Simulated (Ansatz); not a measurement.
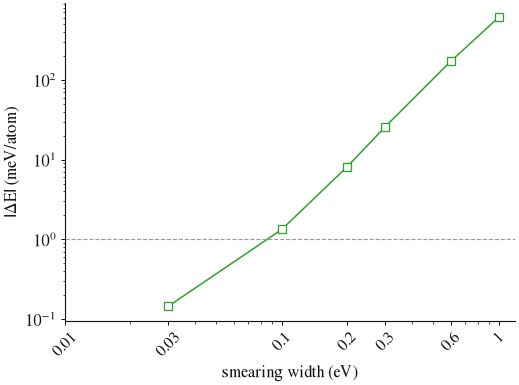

Scan of the smearing width.
System: As (R-3m, 2 atoms in the cell).
Method: DFT, LDA (PW92), plane waves (420 eV) with PAW, scalar-relativistic (Ansatz 0.2.0); 10×10×10 k-mesh, Fermi–Dirac smearing.
ΔE is the free energy less its value at the smallest setting, 0.01 eV.
Dashed lines or grey bands mark the tolerance: 1 meV/atom.
On logarithmic panels, open markers lie below the reference value and filled ones above.

### What is enough for the free energy to 1 meV/atom?

The free energy is within 1 meV/atom of the smallest setting's value from 0.03 eV down. It is off by 610 meV/atom at 1 eV, 26 meV/atom at 0.3 eV and 1.3 meV/atom at 0.1 eV (always below it). The free energy falls with the width because it holds the −TS term of the fractional occupations.
